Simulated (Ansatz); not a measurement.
## Li: 5 runs along one coordinate

System: Li (Im-3m, 1 atom in the cell).
Method: Kohn-Sham DFT of a periodic cell, PBE, Ansatz PAW earlier set, no spin polarisation (Ansatz 0.2.0).

The 5 runs differ only in the geometry, by an even scaling of the cell at fixed fractional positions. The structure derives from an entry of the Crystallography Open Database.

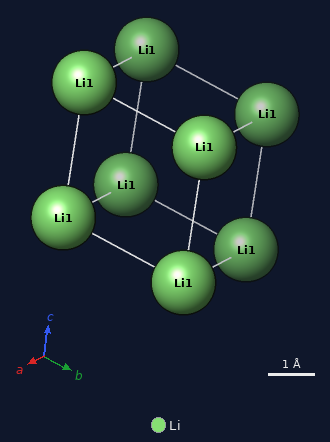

Figure 1. The structure of run 3 (spheres-only view of the cell of the calculation, seen slightly off an axis; atoms are numbered from 1 in the order of the input). An atom can appear more than once, as a periodic image.

### Input of run 3
```yaml
crystal:
  lattice:
    - [-1.75465, 1.75465, 1.75465]
    - [1.75465, -1.75465, 1.75465]
    - [1.75465, 1.75465, -1.75465]
  atoms:
    - { symbol: Li, position: [0.0, 0.0, 0.0] }
hamiltonian:
  xc: pbe
  pseudopotentials: { kind: paw, level: accurate }
kpoints:
  mp_grid: { grid: [11, 11, 11] }
scf:
  occupations: { method: fermi_dirac, width: 0.05 }
output:
  forces: true
  stress: true
  eigenvalues: true
```

Command:
```bash
ansatz run input.yaml --threads 2 --pin off --max-ram 5632MiB --backend cpu --events-out ev --progress --plain --runs-dir out
```

Lattice vectors (Å) and fractional positions of run 3:
```
  -1.754650    1.754650    1.754650
   1.754650   -1.754650    1.754650
   1.754650    1.754650   -1.754650
Li  0.000000  0.000000  0.000000
```

Run 2 differs from it as follows:
```diff
-    - [-1.75465, 1.75465, 1.75465]
-    - [1.75465, -1.75465, 1.75465]
-    - [1.75465, 1.75465, -1.75465]
+    - [-1.7428734707, 1.7428734707, 1.7428734707]
+    - [1.7428734707, -1.7428734707, 1.7428734707]
+    - [1.7428734707, 1.7428734707, -1.7428734707]
```

### Results, with one run withheld

```csv
run,volume per atom (Å³),"free energy per atom, from the lowest run given (meV)",pressure (GPa)
1,20.744,0.00,−0.33
2,21.177,?,?
3,21.609,3.12,−0.81
4,22.041,5.61,−1.03
5,22.905,12.18,−1.40
```

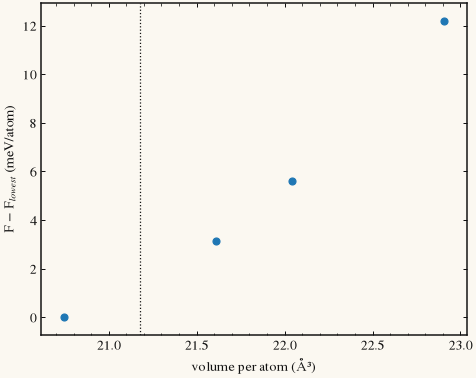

Figure 2. Free energy per atom of the runs given; the dotted line marks run 2.

Fit the runs given and predict run 2.

A quadratic polynomial in V^(−2/3) (the Birch–Murnaghan form), fitted to the 4 runs given, misses them by under 0.01 meV per atom. With x = V^(−2/3) − 0.12814 Å⁻², it reads F = 4.1546 − 1457 x + 1.1458e+05 x² (meV per atom). At run 2 it gives 1.22 meV per atom, and the run itself gives 1.23. The slope of the fit gives a pressure −dF/dV of −0.58 GPa there, and the run prints −0.58 GPa. The fit has no minimum inside this range.

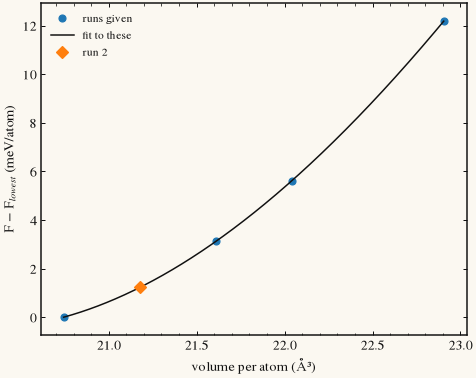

Figure 3. The fit and the withheld run.

### Output, shortened to warnings, some set-up lines, iterations and results (run 2)
```
Basis set: ecut = 780 eV, 1055 PW (Γ), exchange–correlation on 72×72×72 points (8 copies of the dense FFT grid, shifted against one another)
Symmetry: 48 space group operations
k-points: 56 of 1331
Initial density: superposition of atomic densities (chi_scale 0.1, normalization cell)
[...]
SCF iter   1: F=—  HF=-204.686411 eV  |F-HF|=—  |Δ(HF+E_count)|=         —  Δρ=4.68e-3  dr2=3.72e-3  ethr=3.10e-3  ⟨swp⟩=5.0  Hψ=3048  notcnv=0
SCF iter   2: F=—  HF=-204.694387 eV  |F-HF|=—  |Δ(HF+E_count)|=   7.98e-3  Δρ=1.83e-3  dr2=7.54e-4  ethr=1.24e-4  ⟨swp⟩=1.5  Hψ=847  notcnv=0  defer=4
SCF iter   3: F=—  HF=-204.695275 eV  |F-HF|=—  |Δ(HF+E_count)|=   8.88e-4  Δρ=2.19e-4  dr2=3.54e-6  ethr=2.51e-5  ⟨swp⟩=2.0  Hψ=378  notcnv=0  defer=6
SCF iter   4: F=—  HF=-204.695277 eV  |F-HF|=—  |Δ(HF+E_count)|=   1.63e-6  Δρ=6.62e-6  dr2=1.15e-8  ethr=3.33e-9  ⟨swp⟩=4.0  Hψ=1864  notcnv=0
SCF iter   5: F=-204.695277 eV  HF=-204.695277 eV  |F-HF|=1.52e-10  |Δ(HF+E_count)|=   2.30e-9  Δρ=7.32e-7  dr2=4.09e-11  ethr=3.85e-10  ⟨swp⟩=2.0  Hψ=924  notcnv=0
SCF 1 converged in 5 iterations: F = -204.695277 eV  dr2 = 4.09e-11
SCF converged after 5 iterations
Free energy (F): -204.695277 eV
Harris-Foulkes:  -204.695277 eV  (|F-HF|=1.52e-10)
Internal energy: -204.691575 eV  (E = F + TS)
E sigma→0 (E₀):  -204.693426 eV
Entropy (-TS):   -0.003701 eV (-3.701 meV/atom)
Fermi energy:    0.803851 eV
--- Per-component energies (eV) ---
  E_band       = -92.146334
  E_kinetic    = 60.847347
  E_local      = -186.239096  (includes V_loc(G=0)·N_el)
  E_nonlocal   = -20.033349
  E_hartree    = 53.789772
  E_xc         = -22.134806
  E_vxc        = -28.409453  (∫ρ·V_xc dr)
  E_paw        = -23.269860  (= ΣΔE_a)
  E_vpaw       = -25.891361  (= ΣTr[D̂ρ^β])
  E_aug_tail   = 0.000063  (compensation charges beyond the density's cutoff)
  E_ewald      = -67.651647
  E_smearing   = -0.003701  (= −TS)
  E_closure    = 0.000000  (closes the sum)
  Σ components = -204.695277   (vs F -204.695277, Δ=0.00e0)
--- Forces (eV/Å), atoms counted from 1 ---
  atom   1  Li     0.00000000     0.00000000    -0.00000000
  max |Σ_I F_I| component: 1.59e-32 eV/Å
--- Stress (GPa, compression-positive) ---
       -0.581729       0.000000       0.000000
        0.000000      -0.581729       0.000000
       -0.000000       0.000000      -0.581729
  P = ⅓ Tr σ = -0.5817 GPa (-5.817 kbar)
```
